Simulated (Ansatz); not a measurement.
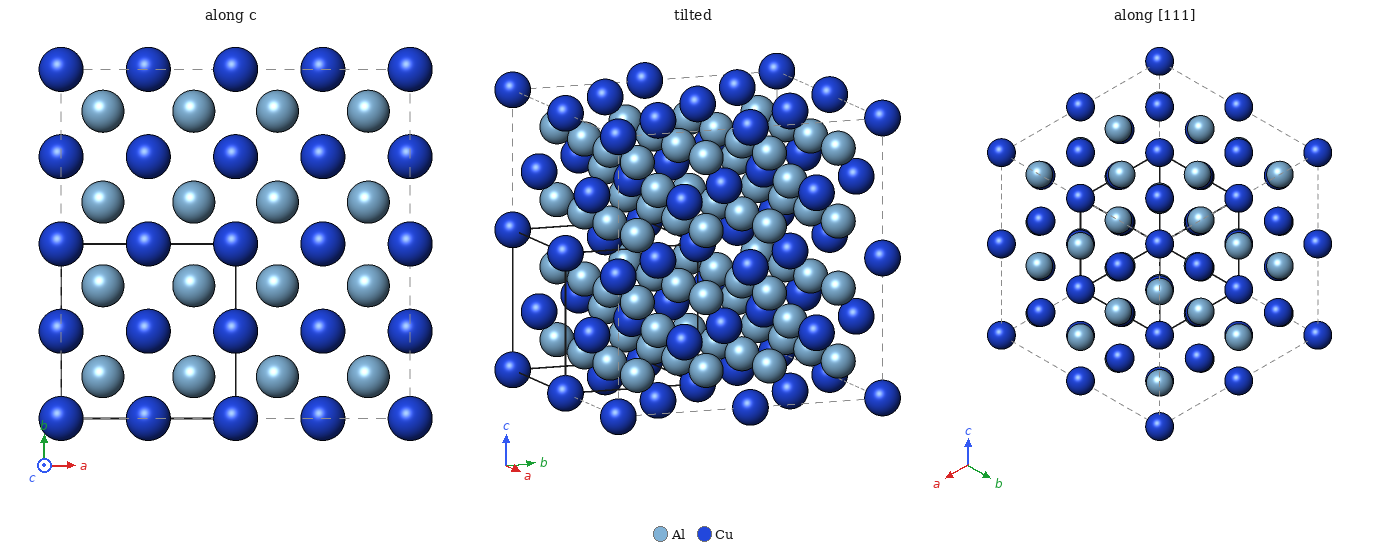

A spheres-only rendering, viewed along the c axis, slightly off an axis and along [111]. 2×2×2 cells are drawn; the solid outline is the simulation cell. Cell: a = 5.783 Å, b = 5.783 Å, c = 5.782 Å, α = 90.00°, β = 90.00°, γ = 90.00°.

Caption:

Formula: Al9Cu4. Within 0.01 Å the space group is Pm-3m (No. 221), primitive cubic. Cell content 9 Al, 4 Cu; Z = 1.

Its origin is a structure listed in the Materials Project, repeated into a supercell with a point defect put in. The cell was then strained or its atoms displaced on purpose. Ansatz was used for an electronic-structure calculation on it.
